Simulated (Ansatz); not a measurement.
# Single-point calculation, with input and output: Ge (part 1 of 2)

- system: Ge (32 atoms in the cell)
- method: DFT PBE, scalar-relativistic, plane waves, PAW, no spin polarisation (Ansatz 0.2.0)

The structure derives from an entry of the Crystallography Open Database.

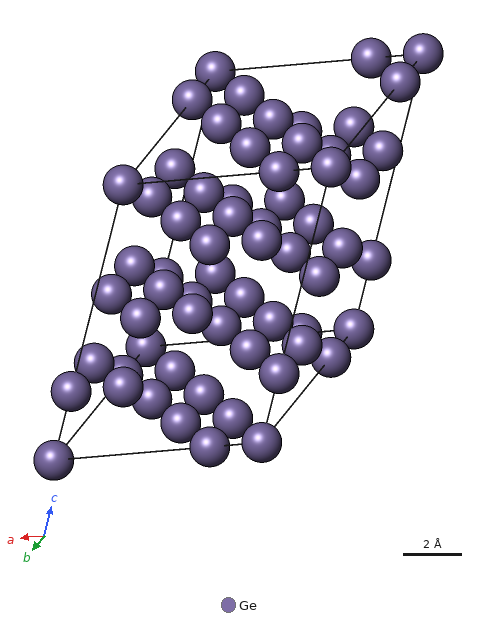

*The input geometry (spheres-only view of the cell of the calculation, seen at an oblique angle).*

Input
```yaml
crystal:
  lattice:
    - [5.7610728662, -5.7610728662, -5.7610728662]
    - [-5.7610728662, 5.7610728662, -5.7610728662]
    - [5.7610728662, 5.7610728662, 5.7610728662]
  atoms:
    - { symbol: Ge, position: [0.0, 0.25, 0.75] }
    - { symbol: Ge, position: [0.0, 0.0, 0.0] }
    - { symbol: Ge, position: [0.75, 0.5, 0.75] }
    - { symbol: Ge, position: [0.0, 0.75, 0.25] }
    - { symbol: Ge, position: [0.75, 0.25, 0.0] }
    - { symbol: Ge, position: [0.0, 0.5, 0.5] }
    - { symbol: Ge, position: [0.75, 0.0, 0.25] }
    - { symbol: Ge, position: [0.5, 0.75, 0.75] }
    - { symbol: Ge, position: [0.5, 0.5, 0.0] }
    - { symbol: Ge, position: [0.75, 0.75, 0.5] }
    - { symbol: Ge, position: [0.25, 0.0, 0.75] }
    - { symbol: Ge, position: [0.5, 0.25, 0.25] }
    - { symbol: Ge, position: [0.5, 0.0, 0.5] }
    - { symbol: Ge, position: [0.25, 0.75, 0.0] }
    - { symbol: Ge, position: [0.25, 0.5, 0.25] }
    - { symbol: Ge, position: [0.25, 0.25, 0.5] }
    - { symbol: Ge, position: [0.75, 0.25, 0.25] }
    - { symbol: Ge, position: [0.75, 0.0, 0.5] }
    - { symbol: Ge, position: [0.5, 0.5, 0.25] }
    - { symbol: Ge, position: [0.75, 0.75, 0.75] }
    - { symbol: Ge, position: [0.5, 0.25, 0.5] }
    - { symbol: Ge, position: [0.75, 0.5, 0.0] }
    - { symbol: Ge, position: [0.5, 0.0, 0.75] }
    - { symbol: Ge, position: [0.25, 0.75, 0.25] }
    - { symbol: Ge, position: [0.25, 0.5, 0.5] }
    - { symbol: Ge, position: [0.5, 0.75, 0.0] }
    - { symbol: Ge, position: [0.0, 0.0, 0.25] }
    - { symbol: Ge, position: [0.25, 0.25, 0.75] }
    - { symbol: Ge, position: [0.25, 0.0, 0.0] }
    - { symbol: Ge, position: [0.0, 0.75, 0.5] }
    - { symbol: Ge, position: [0.0, 0.5, 0.75] }
    - { symbol: Ge, position: [0.0, 0.25, 0.0] }
basis:
  ecutwfc: 420
  xc_grid: 2
kpoints:
  mp_grid: { grid: [3, 3, 3], shift: [0.0, 0.0, 0.0] }
hamiltonian:
  xc: pbe
scf:
  occupations: { method: gaussian, width: 0.1 }
output:
  forces: true
  stress: true
  eigenvalues: true
```

Launched with:
```bash
ansatz run input.yaml --threads 8 --pin off --max-ram 22528MiB --backend cpu --events-out ev --progress --plain --runs-dir out
```

What the program printed
```
Engine: ansatz 0.2.0, aarch64-unknown-linux-gnu
Pseudopotentials: kind: paw
Pseudopotential: Ge, paw, valence charge 14, recommended cutoff 420 eV (normal), Ge.paw.azcp
Functional definition: PBE
  parameter kappa = 0.804
  parameter beta = 0.06672455060314922
  exchange = pbe_x(kappa = kappa, mu = beta*pi^2/3)
  correlation = pbe_c(beta = beta)
Crystal: 32 atoms, lattice volume = 764.839 Å³
Basis set: ecut = 420 eV, 14915 PW (Γ), exchange–correlation on 144×144×144 points (8 copies of the dense FFT grid, shifted against one another)
Bands: 269, of which v1, the nominal top of the filled ones, is band 224 counted from 1 (223 counted from 0)
Symmetry: 768 space group operations
Space group: Fd-3m (ITA 227), of the structure as read, at distance tolerance 9.1e-5 Å
k-points: 4 of 27
Non-local potential: Ge, projectors of the file, l = 0: 2, l = 1: 2, l = 2: 3, l = 3: 1
PAW form: soft (Blöchl's): semilocal exchange-correlation on the pseudo side does not see the compensation charge
PAW one-centre angular grid: Ge, 590 points (default); XC on 64 Gauss nodes
Initial density: superposition of atomic densities (neutral atoms: chi_scale 0, normalization atom), corrected by the library's trained network
Initial wavefunctions: pseudopotential atomic-orbital guess
Functional: x = pbe(κ = 0.804, μ = 0.2195149727645171), c = pbe(β = 0.06672455060314922)
SCF iter   1: F=—  HF=-137439.464946 eV  |F-HF|=—  |Δ(HF+E_count)|=         —  Δρ=1.52e-3  dr2=2.24e-2  ethr=1.77e-3  ⟨swp⟩=5.8  Hψ=3753  notcnv=0  defer=2
preconditioner: auto → Resta (q_TF=auto, 2.496 Å⁻¹)  ε∞=2.6  [insulator: Δε(μ)=0.242 eV  Ē_g=22.242 eV  σ=0.100 eV  W_gap=0.68  n_scr=200 (ndim 8)  ℏωp=28.4 eV  f_vac=0.091  D(μ)=1.31/eV (n_scr^D=0)  ε∞_Penn≈2.6]
SCF iter   2: F=—  HF=-137439.456883 eV  |F-HF|=—  |Δ(HF+E_count)|=   8.06e-3  Δρ=1.08e-3  dr2=1.06e-2  ethr=4.99e-6  ⟨swp⟩=2.0  Hψ=1796  notcnv=0  defer=3
SCF iter   3: F=—  HF=-137439.457678 eV  |F-HF|=—  |Δ(HF+E_count)|=   7.95e-4  Δρ=4.46e-4  dr2=2.37e-3  ethr=2.37e-6  ⟨swp⟩=2.0  Hψ=1820  notcnv=0
automatic band count: iteration 3 solves 260 bands in place of 269: the levels show a gap, and the empty bands left out lie too high to hold charge; the band table lists the bands solved (type scf.n_extra_bands for more)
SCF iter   4: F=—  HF=-137439.459148 eV  |F-HF|=—  |Δ(HF+E_count)|=   1.47e-3  Δρ=2.06e-4  dr2=1.56e-4  ethr=5.28e-7  ⟨swp⟩=2.0  Hψ=1181  notcnv=0
SCF iter   5: F=—  HF=-137439.458996 eV  |F-HF|=—  |Δ(HF+E_count)|=   1.52e-4  Δρ=2.53e-5  dr2=4.37e-6  ethr=3.49e-8  ⟨swp⟩=2.0  Hψ=1821  notcnv=0
SCF iter   6: F=—  HF=-137439.458852 eV  |F-HF|=—  |Δ(HF+E_count)|=   1.44e-4  Δρ=1.35e-5  dr2=6.22e-7  ethr=9.76e-10  ⟨swp⟩=2.0  Hψ=1181  notcnv=0
SCF iter   7: F=-137439.458851 eV  HF=-137439.458851 eV  |F-HF|=1.36e-7  |Δ(HF+E_count)|=   3.53e-7  Δρ=4.23e-6  dr2=5.85e-8  ethr=2.23e-11  ⟨swp⟩=8.5  Hψ=3999  notcnv=0
SCF 1 converged in 7 iterations: F = -137439.458851 eV  dr2 = 5.85e-8
  greatest PAW one-centre occupation: 0.998 electrons in one spin orbital (limit 2), on the Ge atom at site 31 (counted from 0), in its partial waves of l = 2
SCF converged after 7 iterations
Free energy (F): -137439.458851 eV
Harris-Foulkes:  -137439.458851 eV  (|F-HF|=1.36e-7)
Internal energy: -137439.452296 eV  (E = F + TS)
E sigma→0 (E₀):  -137439.455574 eV
Entropy (-TS):   -0.006555 eV (-0.205 meV/atom)
Fermi energy:    7.908186 eV
--- Per-component energies (eV) ---
  E_band       = -5047.757618
  E_kinetic    = 3547.719022
  E_local      = -80293.391023  (includes V_loc(G=0)·N_el)
  E_nonlocal   = 13381.797278
  E_hartree    = 35185.519735
  E_xc         = -2409.496162
  E_vxc        = -2055.463333  (∫ρ·V_xc dr)
  E_paw        = -64628.021349  (= ΣΔE_a)
  E_vpaw       = -9999.553445  (= ΣTr[D̂ρ^β])
  E_aug_tail   = 0.012494  (compensation charges beyond the density's cutoff)
  E_ewald      = -42223.592292
  E_smearing   = -0.006555  (= −TS)
  E_closure    = -0.000000  (closes the sum)
  Σ components = -137439.458851   (vs F -137439.458851, Δ=0.00e0)
--- Forces (eV/Å), atoms counted from 1 ---
  atom   1  Ge     0.00000000    -0.00000000    -0.00000000
  atom   2  Ge     0.00000000    -0.00000000     0.00000000
  atom   3  Ge     0.00000000     0.00000000     0.00000000
  atom   4  Ge     0.00000000    -0.00000000     0.00000000
  atom   5  Ge     0.00000000     0.00000000     0.00000000
  atom   6  Ge     0.00000000    -0.00000000     0.00000000
  atom   7  Ge     0.00000000    -0.00000000     0.00000000
  atom   8  Ge     0.00000000     0.00000000    -0.00000000
  atom   9  Ge     0.00000000     0.00000000    -0.00000000
  atom  10  Ge     0.00000000    -0.00000000     0.00000000
  atom  11  Ge     0.00000000     0.00000000     0.00000000
  atom  12  Ge     0.00000000    -0.00000000    -0.00000000
  atom  13  Ge     0.00000000    -0.00000000    -0.00000000
  atom  14  Ge     0.00000000    -0.00000000     0.00000000
  atom  15  Ge    -0.00000000    -0.00000000     0.00000000
  atom  16  Ge     0.00000000    -0.00000000     0.00000000
  atom  17  Ge     0.00000000     0.00000000    -0.00000000
  atom  18  Ge     0.00000000     0.00000000    -0.00000000
  atom  19  Ge    -0.00000000     0.00000000    -0.00000000
  atom  20  Ge     0.00000000     0.00000000    -0.00000000
  atom  21  Ge    -0.00000000     0.00000000    -0.00000000
  atom  22  Ge    -0.00000000     0.00000000     0.00000000
  atom  23  Ge    -0.00000000     0.00000000     0.00000000
  atom  24  Ge     0.00000000     0.00000000     0.00000000
  atom  25  Ge     0.00000000     0.00000000    -0.00000000
  atom  26  Ge    -0.00000000     0.00000000    -0.00000000
  atom  27  Ge     0.00000000     0.00000000    -0.00000000
  atom  28  Ge     0.00000000     0.00000000     0.00000000
  atom  29  Ge     0.00000000     0.00000000     0.00000000
  atom  30  Ge     0.00000000     0.00000000    -0.00000000
  atom  31  Ge     0.00000000     0.00000000    -0.00000000
  atom  32  Ge     0.00000000     0.00000000    -0.00000000
  max |Σ_I F_I| component: 8.79e-17 eV/Å
--- Stress (GPa, compression-positive) ---
        0.033121       0.000000      -0.000000
       -0.000000       0.033121       0.000000
        0.000000      -0.000000       0.033121
  P = ⅓ Tr σ = 0.0331 GPa (0.331 kbar)
--- Band table (eV) ---
  k-point 0: bands = ["-16.8904", "-16.8904", "-16.8904", "-16.8904", "-16.8904", "-16.8904", "-16.8904", "-16.8904", "-16.8904", "-16.8904", "-16.8904", "-16.8904", "-16.8849", "-16.8849", "-16.8849", "-16.8849", "-16.8849", "-16.8849", "-16.8839", "-16.8839", "-16.8839", "-16.8839", "-16.8839", "-16.8839", "-16.8839", "-16.8839", "-16.8839", "-16.8839", "-16.8839", "-16.8839", "-16.8549", "-16.8549", "-16.8549", "-16.8233", "-16.8233", "-16.8164", "-16.8164", "-16.8164", "-16.8164", "-16.8164",
      "-16.8164", "-16.8164", "-16.8164", "-16.8164", "-16.8164", "-16.8164", "-16.8164", "-16.8087", "-16.8087", "-16.8087", "-16.8087", "-16.8087", "-16.8087", "-16.7849", "-16.7849", "-16.7849", "-16.7849", "-16.7849", "-16.7849", "-16.7849", "-16.7849", "-16.7849", "-16.7849", "-16.7849", "-16.7849", "-16.7617", "-16.7617", "-16.7617", "-16.7617", "-16.7617", "-16.7617", "-16.7617", "-16.7617", "-16.7617", "-16.7617", "-16.7617", "-16.7617", "-16.7249", "-16.7249", "-16.7249",
      "-16.7249", "-16.7249", "-16.7249", "-16.6992", "-16.6992", "-16.6992", "-16.6992", "-16.6992", "-16.6992", "-16.6992", "-16.6992", "-16.6992", "-16.6992", "-16.6992", "-16.6992", "-16.6811", "-16.6811", "-16.6811", "-16.6811", "-16.6811", "-16.6811", "-16.6811", "-16.6811", "-16.6811", "-16.6811", "-16.6811", "-16.6811", "-16.6748", "-16.6748", "-16.6748", "-16.6748", "-16.6748", "-16.6748", "-16.6719", "-16.6719", "-16.6719", "-16.6719", "-16.6719", "-16.6719", "-16.6719",
      "-16.6719", "-16.6719", "-16.6719", "-16.6719", "-16.6719", "-16.6393", "-16.6393", "-16.6393", "-16.6308", "-16.6308", "-16.5954", "-16.5954", "-16.5954", "-16.5954", "-16.5954", "-16.5954", "-16.5954", "-16.5954", "-16.5954", "-16.5954", "-16.5954", "-16.5954", "-16.5929", "-16.5929", "-16.5929", "-16.5929", "-16.5929", "-16.5929", "-16.5920", "-16.5920", "-16.5920", "-16.5920", "-16.5920", "-16.5920", "-16.5920", "-16.5920", "-16.5920", "-16.5920", "-16.5920", "-16.5920",
      "-4.4959", "-2.7143", "-2.7143", "-2.7143", "-2.7143", "-2.7143", "-2.7143", "-2.7143", "-2.7143", "-2.7143", "-2.7143", "-2.7143", "-2.7143", "-0.8135", "-0.8135", "-0.8135", "-0.8135", "-0.8135", "-0.8135", "1.4462", "1.4462", "1.4462", "1.4462", "1.4462", "1.4462", "1.4462", "1.4462", "1.4462", "1.4462", "1.4462", "1.4462", "4.2518", "4.2518", "4.2518", "4.2518", "4.2518", "4.2518", "4.2518", "4.2518", "4.2518",
      "4.2518", "4.2518", "4.2518", "4.9865", "4.9865", "4.9865", "4.9865", "4.9865", "4.9865", "6.4615", "6.4615", "6.4615", "6.4615", "6.4615", "6.4615", "6.4615", "6.4615", "6.4615", "6.4615", "6.4615", "6.4615", "7.4205", "7.8755", "7.8755", "7.8755", "8.6911", "8.6911", "8.6911", "8.6911", "8.6911", "8.6911", "9.7228", "9.7228", "9.7228", "9.7228", "9.7228", "9.7228", "9.7228", "9.7228", "9.7228",
      "9.7228", "9.7228", "9.7228", "10.4005", "10.4005", "10.4005", "12.5367", "12.5367", "12.5367", "12.5367", "12.5367", "12.5367", "12.5367", "12.5367", "12.5367", "12.5367", "12.5367", "12.5367", "12.8000", "12.8000"]
```
